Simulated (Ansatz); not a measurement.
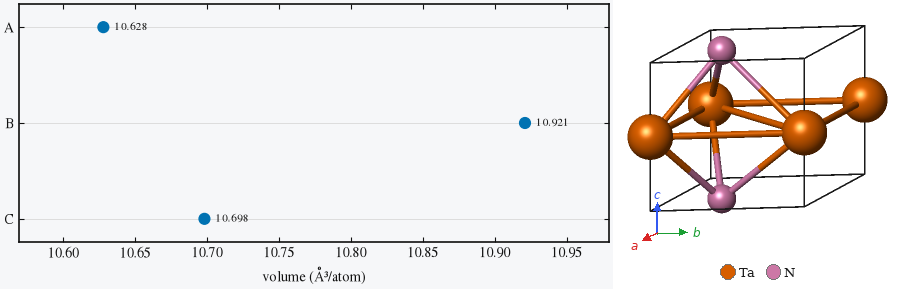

Plotted: volume by functional for TaN, space group P-6m2 (No. 187). The labels are replaced by letters. In alphabetical order the cases are: PBE; PBE+D3(BJ); PBEsol. The conventional cell is drawn beside the plot.

Cell as given: a = 2.938 Å, b = 2.938 Å, c = 2.883 Å, α = 90.00°, β = 90.00°, γ = 120.00°; 2 atoms.

Calculation (Ansatz 0.2.0): volume and cell lengths of one structure relaxed by several density functionals; plane waves with PAW datasets, Γ-centred k mesh. All runs: no spin polarisation.

occupations Gaussian; smearing width 0.1 eV.

The space group named is that of the starting cell.

Which letter stands for which functional?

Answer. A: PBEsol (10.6 Å³/atom); B: PBE (10.9 Å³/atom); C: PBE+D3(BJ) (10.7 Å³/atom).
